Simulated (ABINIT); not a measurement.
Run report: CuAu, geometry relaxation (part 4 of 4)

The same run, continued: CuAu (P4/mmm, 2 atoms in the cell); Kohn-Sham DFT of a periodic cell, PBEsol, Ansatz PAW PBE default generated set, frozen core, no spin polarisation (ABINIT 10.8.3); cutoff 419.06 eV, 7×7×5 k-mesh, fermi-dirac of 0.05 eV. The structure derives from an entry of the Crystallography Open Database.

Geometry of the input (Å; fractional positions):
```
2.8107  0.0000  0.0000
0.0000  2.8107  0.0000
0.0000  0.0000  3.6850
Au 0.0000  0.0000  0.0000
Cu 0.5000  0.5000  0.5000
```

## Output, continued
```
--- !ResultsGS
iteration_state: {dtset: 1, itime: 8, icycle: 1, }
comment   : Summary of ground state results
lattice_vectors:
- [  5.3171922,   0.0000000,   0.0000000, ]
- [  0.0000000,   5.3171922,   0.0000000, ]
- [  0.0000000,   0.0000000,   6.7732269, ]
lattice_lengths: [   5.31719,    5.31719,    6.77323, ]
lattice_angles: [ 90.000,  90.000,  90.000, ] # degrees, (23, 13, 12)
lattice_volume:   1.9149628E+02
convergence: {deltae: -5.684E-13, res2:  1.827E-11, residm:  6.355E-09, diffor: null, }
etotal    :  -3.35618501E+02
entropy   :   0.00000000E+00
fermie    :   3.25463495E-01
cartesian_stress_tensor: # hartree/bohr^3
- [  5.98429311E-08,   0.00000000E+00,   0.00000000E+00, ]
- [  0.00000000E+00,   5.98429311E-08,   0.00000000E+00, ]
- [  0.00000000E+00,   0.00000000E+00,   4.78084847E-07, ]
pressure_GPa:  -5.8623E-03
xred      :
- [  0.0000E+00,   0.0000E+00,   0.0000E+00, Au]
- [  5.0000E-01,   5.0000E-01,   5.0000E-01, Cu]
cartesian_forces: # hartree/bohr
- [ -0.00000000E+00,  -0.00000000E+00,  -0.00000000E+00, ]
- [ -0.00000000E+00,  -0.00000000E+00,  -0.00000000E+00, ]
force_length_stats: {min:   0.00000000E+00, max:   0.00000000E+00, mean:   0.00000000E+00, }
...

 Integrated electronic density in atomic spheres:
 ------------------------------------------------
 Atom  Sphere_radius  Integrated_density
    1        2.63806         18.00814476
    2        2.63806         18.88363675

---OUTPUT-----------------------------------------------------------------------

 Cartesian coordinates (xcart) [bohr]
  0.00000000000000E+00  0.00000000000000E+00  0.00000000000000E+00
  2.65859609547857E+00  2.65859609547857E+00  3.38661344641285E+00
 Reduced coordinates (xred)
  0.00000000000000E+00  0.00000000000000E+00  0.00000000000000E+00
  5.00000000000000E-01  5.00000000000000E-01  5.00000000000000E-01
 Cartesian forces (fcart) [Ha/bohr]; max,rms= 0.00000E+00 0.00000E+00 (free atoms)
 -0.00000000000000E+00 -0.00000000000000E+00 -0.00000000000000E+00
 -0.00000000000000E+00 -0.00000000000000E+00 -0.00000000000000E+00
 Gradient of E wrt nuclear positions in reduced coordinates (gred)
  0.00000000000000E+00  0.00000000000000E+00  0.00000000000000E+00
  0.00000000000000E+00  0.00000000000000E+00  0.00000000000000E+00
 Scale of Primitive Cell (acell) [bohr]
  5.31719219095713E+00  5.31719219095713E+00  6.77322689282569E+00
 Real space primitive translations (rprimd) [bohr]
  5.31719219095713E+00  0.00000000000000E+00  0.00000000000000E+00
  0.00000000000000E+00  5.31719219095713E+00  0.00000000000000E+00
  0.00000000000000E+00  0.00000000000000E+00  6.77322689282569E+00
 Unitary Cell Volume (ucvol) [Bohr^3]=  1.91496279459288E+02
 Angles (23,13,12)= [degrees]
  9.00000000000000E+01  9.00000000000000E+01  9.00000000000000E+01
 Lengths [Bohr]
  5.31719219095713E+00  5.31719219095713E+00  6.77322689282569E+00
 Stress tensor in cartesian coordinates (strten) [Ha/bohr^3]
  5.98429310827431E-08  0.00000000000000E+00  0.00000000000000E+00
  0.00000000000000E+00  5.98429310966209E-08  0.00000000000000E+00
  0.00000000000000E+00  0.00000000000000E+00  4.78084847113647E-07
 Total energy (etotal) [Ha]= -3.35618500740690E+02

 Difference of energy with previous step (new-old):
           Absolute (Ha)=-4.50640E-07
           Relative     =-1.34271E-09

--- Iteration: ( 9/50) Internal Cycle: (1/1)
--------------------------------------------------------------------------------

---SELF-CONSISTENT-FIELD CONVERGENCE--------------------------------------------

--- !BeginCycle
iteration_state: {dtset: 1, itime: 9, icycle: 1, }
solver: {iscf: 17, nstep: 80, nline: 4, wfoptalg: 10, }
tolerances: {tolvrs: 1.00E-10, }
...

     iter   Etot(hartree)      deltaE(h)  residm     nres2
 ETOT  1  -335.61850142395    -3.356E+02 4.376E-02 3.997E-04
 ETOT  2  -335.61850219872    -7.748E-07 1.104E-04 9.049E-04
 ETOT  3  -335.61850080689     1.392E-06 5.364E-06 7.188E-05
 ETOT  4  -335.61850076451     4.238E-08 5.599E-07 1.592E-05
 ETOT  5  -335.61850074598     1.853E-08 1.811E-07 7.421E-07
 ETOT  6  -335.61850074662    -6.429E-10 4.703E-08 2.720E-07
 ETOT  7  -335.61850074663    -5.912E-12 5.150E-09 1.416E-07
 ETOT  8  -335.61850074640     2.281E-10 1.459E-09 1.725E-09
 ETOT  9  -335.61850074640    -5.684E-13 8.299E-10 1.771E-10
 ETOT 10  -335.61850074640     5.684E-14 6.117E-10 3.375E-10
 ETOT 11  -335.61850074640     4.547E-13 4.267E-10 1.808E-10
 ETOT 12  -335.61850074640    -7.958E-13 3.359E-10 7.585E-11

 At SCF step   12       nres2   =  7.59E-11 < tolvrs=  1.00E-10 =>converged.

 Cartesian components of stress tensor (hartree/bohr^3)
  sigma(1 1)=  4.11578628E-08  sigma(3 2)=  0.00000000E+00
  sigma(2 2)=  4.11578628E-08  sigma(3 1)=  0.00000000E+00
  sigma(3 3)=  1.90155988E-08  sigma(2 1)=  0.00000000E+00

--- !ResultsGS
iteration_state: {dtset: 1, itime: 9, icycle: 1, }
comment   : Summary of ground state results
lattice_vectors:
- [  5.3174754,   0.0000000,   0.0000000, ]
- [  0.0000000,   5.3174754,   0.0000000, ]
- [  0.0000000,   0.0000000,   6.7722352, ]
lattice_lengths: [   5.31748,    5.31748,    6.77224, ]
lattice_angles: [ 90.000,  90.000,  90.000, ] # degrees, (23, 13, 12)
lattice_volume:   1.9148864E+02
convergence: {deltae: -7.958E-13, res2:  7.585E-11, residm:  3.359E-10, diffor: null, }
etotal    :  -3.35618501E+02
entropy   :   0.00000000E+00
fermie    :   3.25491286E-01
cartesian_stress_tensor: # hartree/bohr^3
- [  4.11578628E-08,   0.00000000E+00,   0.00000000E+00, ]
- [  0.00000000E+00,   4.11578628E-08,   0.00000000E+00, ]
- [  0.00000000E+00,   0.00000000E+00,   1.90155988E-08, ]
pressure_GPa:  -9.9376E-04
xred      :
- [  0.0000E+00,   0.0000E+00,   0.0000E+00, Au]
- [  5.0000E-01,   5.0000E-01,   5.0000E-01, Cu]
cartesian_forces: # hartree/bohr
- [ -0.00000000E+00,  -0.00000000E+00,  -0.00000000E+00, ]
- [ -0.00000000E+00,  -0.00000000E+00,  -0.00000000E+00, ]
force_length_stats: {min:   0.00000000E+00, max:   0.00000000E+00, mean:   0.00000000E+00, }
...

 Integrated electronic density in atomic spheres:
 ------------------------------------------------
 Atom  Sphere_radius  Integrated_density
    1        2.63806         18.00806709
    2        2.63806         18.88369178

---OUTPUT-----------------------------------------------------------------------

 Cartesian coordinates (xcart) [bohr]
  0.00000000000000E+00  0.00000000000000E+00  0.00000000000000E+00
  2.65873771847576E+00  2.65873771847576E+00  3.38611757610661E+00
 Reduced coordinates (xred)
  0.00000000000000E+00  0.00000000000000E+00  0.00000000000000E+00
  5.00000000000000E-01  5.00000000000000E-01  5.00000000000000E-01
 Cartesian forces (fcart) [Ha/bohr]; max,rms= 0.00000E+00 0.00000E+00 (free atoms)
 -0.00000000000000E+00 -0.00000000000000E+00 -0.00000000000000E+00
 -0.00000000000000E+00 -0.00000000000000E+00 -0.00000000000000E+00
 Gradient of E wrt nuclear positions in reduced coordinates (gred)
  0.00000000000000E+00  0.00000000000000E+00  0.00000000000000E+00
  0.00000000000000E+00  0.00000000000000E+00  0.00000000000000E+00
 Scale of Primitive Cell (acell) [bohr]
  5.31747543695153E+00  5.31747543695153E+00  6.77223515221322E+00
 Real space primitive translations (rprimd) [bohr]
  5.31747543695153E+00  0.00000000000000E+00  0.00000000000000E+00
  0.00000000000000E+00  5.31747543695153E+00  0.00000000000000E+00
  0.00000000000000E+00  0.00000000000000E+00  6.77223515221322E+00
 Unitary Cell Volume (ucvol) [Bohr^3]=  1.91488639949923E+02
 Angles (23,13,12)= [degrees]
  9.00000000000000E+01  9.00000000000000E+01  9.00000000000000E+01
 Lengths [Bohr]
  5.31747543695153E+00  5.31747543695153E+00  6.77223515221322E+00
 Stress tensor in cartesian coordinates (strten) [Ha/bohr^3]
  4.11578627984577E-08  0.00000000000000E+00  0.00000000000000E+00
  0.00000000000000E+00  4.11578627984577E-08  0.00000000000000E+00
  0.00000000000000E+00  0.00000000000000E+00  1.90155988039065E-08
 Total energy (etotal) [Ha]= -3.35618500746398E+02

 Difference of energy with previous step (new-old):
           Absolute (Ha)=-5.70816E-09
           Relative     =-1.70079E-11

 At Broyd/MD step   9, gradients are converged :
  max grad (force/stress) = 4.1158E-06 < tolmxf= 2.0000E-05 ha/bohr (free atoms)

================================================================================

 ----iterations are completed or convergence reached----

 Mean square residual over all n,k,spin=   49.462E-14; max=  33.592E-11
 reduced coordinates (array xred) for    2 atoms
       0.000000000000      0.000000000000      0.000000000000
       0.500000000000      0.500000000000      0.500000000000
 rms dE/dt=  0.0000E+00; max dE/dt=  0.0000E+00; dE/dt below (all hartree)
    1       0.000000000000      0.000000000000      0.000000000000
    2       0.000000000000      0.000000000000      0.000000000000

 cartesian coordinates (angstrom) at end:
    1      0.00000000000000     0.00000000000000     0.00000000000000
    2      1.40694340943112     1.40694340943112     1.79185625349811

 cartesian forces (hartree/bohr) at end:
    1     -0.00000000000000    -0.00000000000000    -0.00000000000000
    2     -0.00000000000000    -0.00000000000000    -0.00000000000000
 frms,max,avg= 0.0000000E+00 0.0000000E+00   0.000E+00  0.000E+00  0.000E+00 h/b

 cartesian forces (eV/Angstrom) at end:
    1     -0.00000000000000    -0.00000000000000    -0.00000000000000
    2     -0.00000000000000    -0.00000000000000    -0.00000000000000
 frms,max,avg= 0.0000000E+00 0.0000000E+00   0.000E+00  0.000E+00  0.000E+00 e/A
 length scales=  5.317475436952  5.317475436952  6.772235152213 bohr
              =  2.813886818862  2.813886818862  3.583712506996 angstroms
 Fermi (or HOMO) energy (hartree) =   0.32549   Average Vxc (hartree)=  -0.47191
 Eigenvalues (hartree) for nkpt=  30  k points:
 kpt#   1, nband= 23, wtk=  0.00408, kpt=  0.0000  0.0000  0.0000 (reduced coord)
  -3.78722   -3.56498   -2.22681   -2.22640   -2.22640   -1.77826   -1.77617   -1.77617
  -0.04188    0.08040    0.08534    0.17474    0.17474    0.21327    0.22480    0.25109
   0.26687    0.27535    0.27535    0.41763    0.65120    0.68437    0.68437
      occupation numbers for kpt#   1
   2.00000    2.00000    2.00000    2.00000    2.00000    2.00000    2.00000    2.00000
   2.00000    2.00000    2.00000    2.00000    2.00000    2.00000    2.00000    2.00000
   2.00000    2.00000    2.00000    0.00000    0.00000    0.00000    0.00000
 prteigrs : prtvol=0 or 1, do not print more k-points.

--- !EnergyTerms
iteration_state     : {dtset: 1, itime: 9, icycle: 1, }
comment             : Components of total free energy in Hartree
kinetic             :  3.32631996247170E+01
hartree             :  9.37866510368795E+01
xc                  : -1.16065133311321E+01
Ewald energy        : -2.27898902260894E+02
psp_core            :  1.46635867374998E+01
local_psp           : -2.28033043126803E+02
PAW spherical_terms : -9.79340104881998E+00
internal            : -3.35618422368552E+02
'-kT*entropy'       : -7.84650360489597E-05
total_energy        : -3.35618500833588E+02
total_energy_eV     : -9.13264465747986E+03
...

--- !EnergyTermsDC
iteration_state     : {dtset: 1, itime: 9, icycle: 1, }
comment             : '"Double-counting" decomposition of free energy'
band_energy         : -3.45621583619137E+01
Ewald energy        : -2.27898902260894E+02
psp_core            :  1.46635867374998E+01
xc_dc               : -9.10496561129224E+01
PAW spherical_terms :  3.22870771686779E+00
internal            : -3.35618422281362E+02
'-kT*entropy'       : -7.84650360489597E-05
total_energy_dc     : -3.35618500746398E+02
total_energy_dc_eV  : -9.13264465510730E+03
...

--- !EnergyTermsWithPAWCore
iteration_state     : {dtset: 1, itime: 9, icycle: 1, }
comment             : 'Components of total free energy, including PAW core contributions'
Total energy        : -1.85543937651441E+04
Total energy DC     : -1.85543937650569E+04
Total energy (eV)   : -5.04890775303358E+05
Total energy DC (eV): -5.04890775300985E+05
...

 Cartesian components of stress tensor (hartree/bohr^3)
  sigma(1 1)=  4.11578628E-08  sigma(3 2)=  0.00000000E+00
  sigma(2 2)=  4.11578628E-08  sigma(3 1)=  0.00000000E+00
  sigma(3 3)=  1.90155988E-08  sigma(2 1)=  0.00000000E+00

-Cartesian components of stress tensor (GPa)         [Pressure= -9.9376E-04 GPa]
- sigma(1 1)=  1.21090613E-03  sigma(3 2)=  0.00000000E+00
- sigma(2 2)=  1.21090613E-03  sigma(3 1)=  0.00000000E+00
- sigma(3 3)=  5.59458232E-04  sigma(2 1)=  0.00000000E+00

== END DATASET(S) ==============================================================
================================================================================

 -outvars: echo values of variables after computation  --------
            acell      5.3174754370E+00  5.3174754370E+00  6.7722351522E+00 Bohr
           etotal     -3.3561850075E+02
            fcart     -0.0000000000E+00 -0.0000000000E+00 -0.0000000000E+00
                      -0.0000000000E+00 -0.0000000000E+00 -0.0000000000E+00
           strten      4.1157862798E-08  4.1157862798E-08  1.9015598804E-08
                       0.0000000000E+00  0.0000000000E+00  0.0000000000E+00
           xangst      0.0000000000E+00  0.0000000000E+00  0.0000000000E+00
                       1.4069434094E+00  1.4069434094E+00  1.7918562535E+00
             xred      0.0000000000E+00  0.0000000000E+00  0.0000000000E+00
                       5.0000000000E-01  5.0000000000E-01  5.0000000000E-01
 Calculation completed.
```

## Trajectory as extended XYZ (Å, eV, eV/Å), 9 frames, from step=0 to step=8
```
2
Lattice="2.8107 0.0000 0.0000 0.0000 2.8107 0.0000 0.0000 0.0000 3.6850" Properties=species:S:1:pos:R:3:forces:R:3 step=0 energy=-9132.63407
Au    0.0000    0.0000    0.0000    0.0000   0.0000   0.0000
Cu    1.4054    1.4054    1.8425    0.0000   0.0000   0.0000
2
Lattice="2.8004 0.0000 0.0000 0.0000 2.8004 0.0000 0.0000 0.0000 3.6684" Properties=species:S:1:pos:R:3:forces:R:3 step=1 energy=-9132.64055
Au    0.0000    0.0000    0.0000    0.0000   0.0000   0.0000
Cu    1.4002    1.4002    1.8342    0.0000   0.0000   0.0000
2
Lattice="2.7900 0.0000 0.0000 0.0000 2.7900 0.0000 0.0000 0.0000 3.6477" Properties=species:S:1:pos:R:3:forces:R:3 step=2 energy=-9132.64301
Au    0.0000    0.0000    0.0000    0.0000   0.0000   0.0000
Cu    1.3950    1.3950    1.8238    0.0000   0.0000   0.0000
2
Lattice="2.7912 0.0000 0.0000 0.0000 2.7912 0.0000 0.0000 0.0000 3.6456" Properties=species:S:1:pos:R:3:forces:R:3 step=3 energy=-9132.64312
Au    0.0000    0.0000    0.0000    0.0000   0.0000   0.0000
Cu    1.3956    1.3956    1.8228    0.0000   0.0000   0.0000
2
Lattice="2.8056 0.0000 0.0000 0.0000 2.8056 0.0000 0.0000 0.0000 3.6091" Properties=species:S:1:pos:R:3:forces:R:3 step=4 energy=-9132.64432
Au    0.0000    0.0000    0.0000    0.0000   0.0000   0.0000
Cu    1.4028    1.4028    1.8045    0.0000   0.0000   0.0000
2
Lattice="2.8195 0.0000 0.0000 0.0000 2.8195 0.0000 0.0000 0.0000 3.5686" Properties=species:S:1:pos:R:3:forces:R:3 step=5 energy=-9132.64449
Au    0.0000    0.0000    0.0000    0.0000   0.0000   0.0000
Cu    1.4097    1.4097    1.7843    0.0000   0.0000   0.0000
2
Lattice="2.8125 0.0000 0.0000 0.0000 2.8125 0.0000 0.0000 0.0000 3.5881" Properties=species:S:1:pos:R:3:forces:R:3 step=6 energy=-9132.64464
Au    0.0000    0.0000    0.0000    0.0000   0.0000   0.0000
Cu    1.4062    1.4062    1.7940    0.0000   0.0000   0.0000
2
Lattice="2.8137 0.0000 0.0000 0.0000 2.8137 0.0000 0.0000 0.0000 3.5842" Properties=species:S:1:pos:R:3:forces:R:3 step=7 energy=-9132.64466
Au    0.0000    0.0000    0.0000    0.0000   0.0000   0.0000
Cu    1.4069    1.4069    1.7921    0.0000   0.0000   0.0000
2
Lattice="2.8139 0.0000 0.0000 0.0000 2.8139 0.0000 0.0000 0.0000 3.5837" Properties=species:S:1:pos:R:3:forces:R:3 step=8 energy=-9132.64466
Au    0.0000    0.0000    0.0000    0.0000   0.0000   0.0000
Cu    1.4069    1.4069    1.7919    0.0000   0.0000   0.0000
```

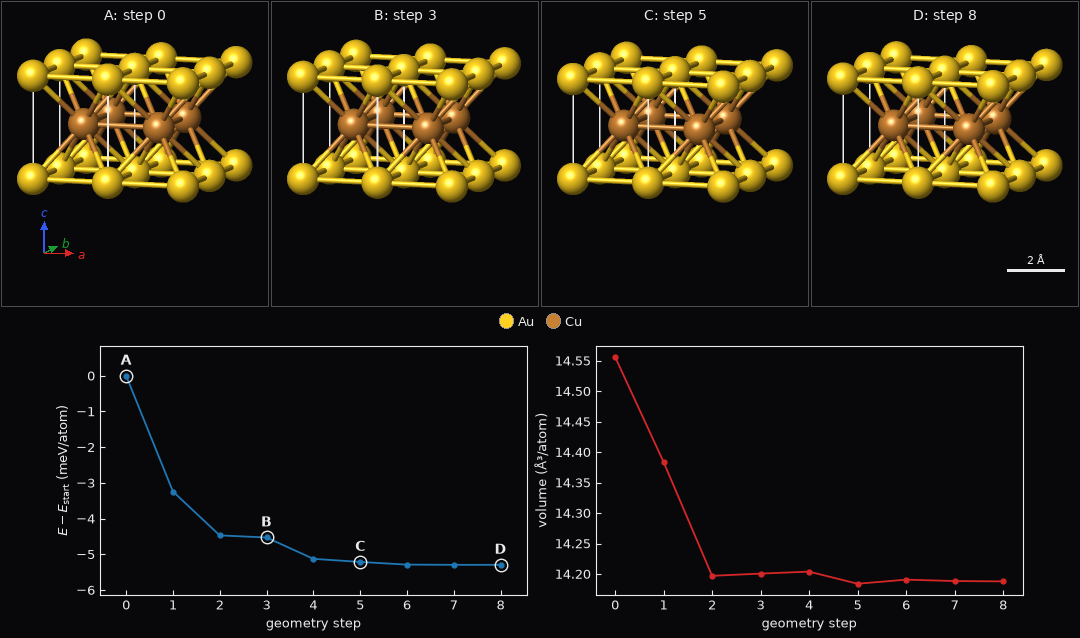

Fig. 1: Frames of the relaxation (ball-and-stick view of the cell of the calculation, repeated 2 × 2 × 1, seen slightly off an axis) above the curves, on which the letters mark them (steps are counted from 0).

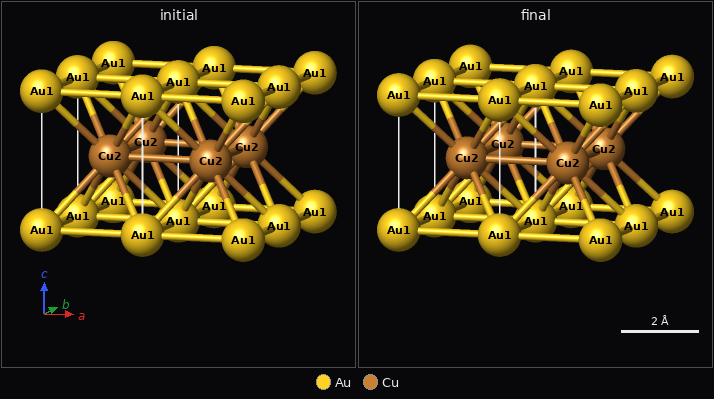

Fig. 2: Before (left) and after (right) the relaxation, at one scale (ball-and-stick view of the cell of the calculation, repeated 2 × 2 × 1, seen slightly off an axis). The energy falls by 5.3 meV per atom in 8 geometry steps. All forces vanish by symmetry, so only the cell relaxes. No atom moves by more than 0.005 Å relative to the cell. The volume changes by −2.5 %, with a = b 2.811 → 2.814 Å (+0.1 %), c 3.685 → 3.584 Å (−2.7 %). Among the contacts that change: Au1–Cu2 2.710 → 2.678 Å. The space group stays P4/mmm (No. 123). (Atoms are counted from 1 in the order of the input.)

## Key numbers

| quantity | value |
| --- | --- |
| outcome | converged |
| space group (tolerance 0.01 Å) | P4/mmm (123) |
| electrons treated | 38 |
| free energy | −9132.6447 eV |
| Fermi energy | 8.857 eV |
| gap on the k-point mesh | none (metallic) |
| pressure | 0.00 GPa |
| final volume | 28.38 Å³ |
| largest force (length of the vector) at the end | under 0.001 eV/Å |
| final cell | a = 2.814 Å, b = 2.814 Å, c = 3.584 Å, α = 90.00°, β = 90.00°, γ = 90.00° |
| wall time | 12 min |
| peak memory | 0.23 GiB |

## Notes

Spin–orbit coupling is left out, which matters for Au.
